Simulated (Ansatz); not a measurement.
# Calculations on C

**1. Scan**

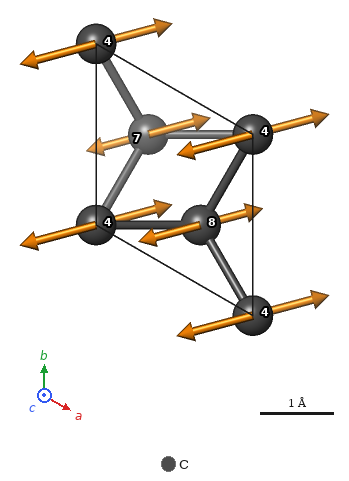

A scan of solid C (P6_3/mmc): a normal mode at the zone centre (one arbitrary combination within a set of 2 degenerate modes) is frozen in with the cell fixed, the amplitude being the largest displacement of an atom. The picture shows the reference cell. The orange arrows give the direction of positive displacement. Style: ball-and-stick. Shown: the cell of the calculation, repeated 1 × 1 × 1 with one cell outlined, along the c axis.

Theory: Ansatz 0.2.0, DFT r2SCAN, scalar-relativistic, plane waves, PAW. (plane-wave cutoff 500 eV; k-point mesh 12 × 12 × 4; occupations gaussian; smearing width 0.05 eV; no spin polarisation). Energies (free energies at the smearing named) are counted from the relaxed crystal.

```
C
1.0
     2.50984    0.00000    0.00000
    -1.25492    2.17358    0.00000
     0.00000    0.00000    8.28032
C
8
Cartesian
  0.0000 0.0000 0.7695
  0.0000 0.0000 4.9097
  -1.2549 2.1736 3.3706
  2.5098 0.0000 7.5108
  0.0000 1.4491 1.2876
  1.2549 0.7245 5.4277
  0.0000 1.4491 2.8526
  1.2549 0.7245 6.9928
```

Predict the energy profile (the amplitude: −0.200, −0.150, −0.100, −0.050, 0.000, 0.025, 0.050, 0.075, 0.100, 0.125, 0.150, 0.175, 0.200 Å).

Answer.
```
largest displacement (Å)  E − E(ref) (meV/cell)
                  −0.200                    946
                  −0.150                    532
                  −0.100                    236
                  −0.050                     59
                   0.000                      0
                   0.025                     15
                   0.050                     59
                   0.075                    133
                   0.100                    236
                   0.125                    369
                   0.150                    532
                   0.175                    724
                   0.200                    946
```

Points that are alike by symmetry were computed once.

The harmonic wavenumber of the mode is 400 cm⁻¹, a stable vibration. Of the computed points the lowest is at the amplitude 0.00 Å, 0 meV/cell. The end points stand at 946 meV/cell (−0.20 Å) and 946 meV/cell (0.20 Å). The well is symmetric. At the highest point the shortest interatomic distance is 1.51 Å, against 1.54 Å in the reference.

**2. Energy map**

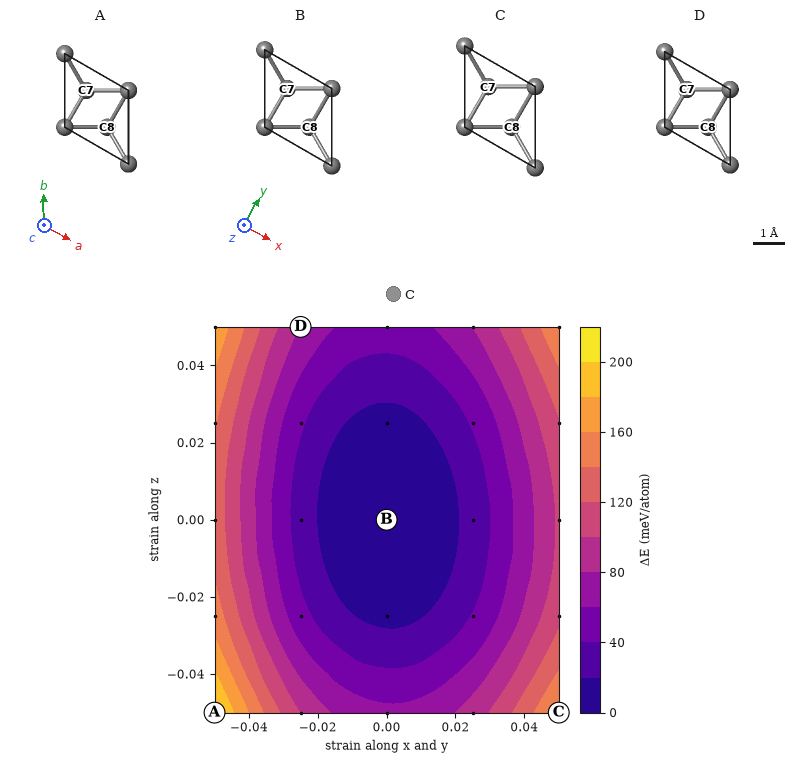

Energy scan for crystalline C (P6_3/mmc), in which the cell is strained equally along x and y and separately along z, with the atoms kept at their fractional coordinates. x, y and z are the Cartesian axes of the input. The map is interpolated between the computed points (dots). The lettered frames are marked on it. A ball-and-stick model of the cell of the calculation, repeated 1 × 1 × 1 with one cell outlined, seen along the c axis.

The calculation used DFT r2SCAN, scalar-relativistic, plane waves, PAW (Ansatz 0.2.0). Set-up: plane-wave cutoff 500 eV; k-point mesh 12 × 12 × 4; occupations gaussian; smearing width 0.05 eV; no spin polarisation. Energies (free energies at the smearing named) are counted from the relaxed crystal.

**Where is the lowest point of the map, and what else does it tell?**

In pairs of (strain along x and y; strain along z): the lowest computed point lies at (0.000, 0.000) (0.0 meV/atom), the highest at (−0.050, −0.050) (204.8 meV/atom).  Over the ranges scanned the energy rises more along the first axis, the in-plane strain. The pressure runs from −50.3 GPa at (0.050, 0.050) to 91.7 GPa at (−0.050, −0.050). The frames lie at A (−0.050, −0.050): 204.8 meV/atom, B (0.000, 0.000): 0.0 meV/atom, C (0.050, −0.050): 162.0 meV/atom, D (−0.025, 0.050): 78.8 meV/atom.

**3. Vibrations**

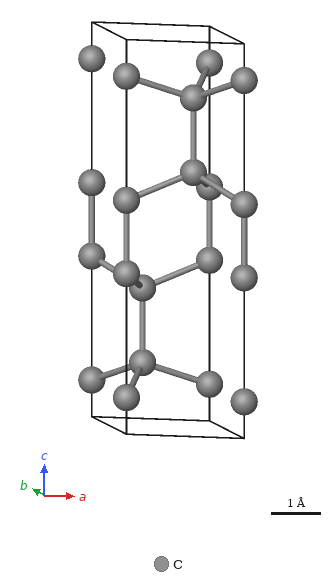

Normal modes of solid C, at the zone centre. A ball-and-stick model of the cell of the calculation, seen slightly off an axis.

These are results of DFT r2SCAN, scalar-relativistic, plane waves, PAW (Ansatz 0.2.0), not measurements.

The input:
```yaml
crystal:
  lattice:
    - [2.5098396852, 0.0, 0.0]
    - [-1.2549198426, 2.1735849268, 0.0]
    - [0.0, 0.0, 8.2803246248]
  atoms:
    - { symbol: C, position: [0.0, 0.0, 0.0929334757] }
    - { symbol: C, position: [0.0, 0.0, 0.5929334757] }
    - { symbol: C, position: [0.0, 0.0, 0.4070665243] }
    - { symbol: C, position: [0.0, 0.0, 0.9070665243] }
    - { symbol: C, position: [0.3333333333, 0.6666666667, 0.1554962089] }
    - { symbol: C, position: [0.6666666667, 0.3333333333, 0.6554962089] }
    - { symbol: C, position: [0.3333333333, 0.6666666667, 0.3445037911] }
    - { symbol: C, position: [0.6666666667, 0.3333333333, 0.8445037911] }
basis:
  ecutwfc: 500
kpoints:
  mp_grid: { grid: [12, 12, 4] }
hamiltonian:
  xc: r2scan
scf:
  occupations: { method: gaussian, width: 0.05 }
output:
  eigenvalues: true
phonons:
  method: fd
  supercell: [1, 1, 1]
  amplitude: 0.02
  eigenvectors: true
  dielectric: false
```

Command:
```bash
ansatz run input.yaml --threads 2 --pin off --max-ram 5120MiB --backend cpu --events-out ev --progress --plain --runs-dir out
```

Frequencies are those without the non-analytic (LO–TO) term.

> List the optical modes.

The calculation's cell holds 8 atoms, so there are 21 optical modes, in 13 levels. No level is unstable.

```
level           symmetry  frequency (cm⁻¹)         activity
    1                E₂u               400           silent
    2                E₂g               419     Raman-active
    3                E₁g               550     Raman-active
    4                B₁g               705           silent
    5                B₂u               714           silent
    6                A₁g              1057     Raman-active
    7                E₁u              1218  infrared-active
    8                E₂g              1259     Raman-active
    9                E₂u              1272           silent
   10                A₂u              1279  infrared-active
   11  doubly degenerate              1312     not assigned
   12                E₁g              1326     Raman-active
   13                B₁g              1337           silent
```

The displacement patterns (one member of each degenerate set), 6 of the levels:

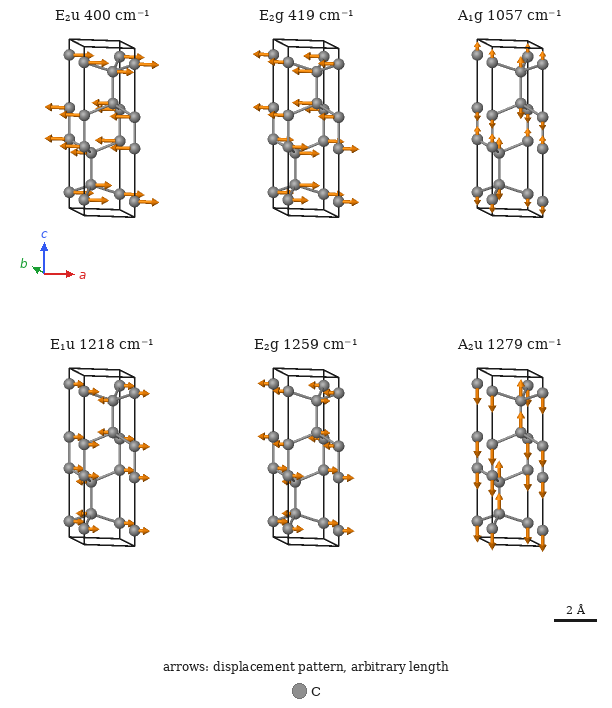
